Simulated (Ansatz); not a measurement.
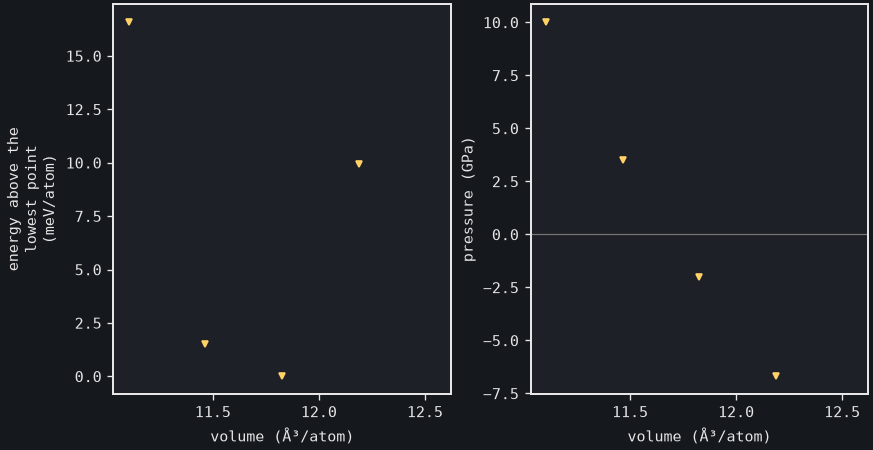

The figure shows the energy above the lowest point and pressure against volume for AlNi, space group Pm-3m (No. 221) (one of a set of cubic test structures, which need not be the stable phase).

How it was computed, with Ansatz 0.2.0 development build: equation of state of a cubic crystal from periodic Kohn-Sham density functional theory without spin, third-order Birch-Murnaghan fit to the free energies; pressure corrected for the finite basis. Level: HSE06.

```csv
setting,value
structure type,CsCl
atoms in cell,2
space group number,221
lattice centring,simple cubic
k mesh,4×4×4
occupation method,Fermi–Dirac
occupation width,0.1 eV
wave cutoff,700 eV
datasets,hard PAW
density tolerance,0 eV
bands,19
density cutoff ratio,4
search for lower states,default
exchange singularity,regularized
```

The point at volume 12.55 Å³/atom is left out of the plot. What does the calculation give there?

| volume (Å³/atom) | energy above the lowest point (meV/atom) | pressure (GPa) |
| --- | --- | --- |
| 12.55 | 29.7 | −10.7 |

Caveats: coarse k-mesh, values are not converged in k; pseudopotentials made with PBE, not this functional; run without spin, though Ni often carries a moment.
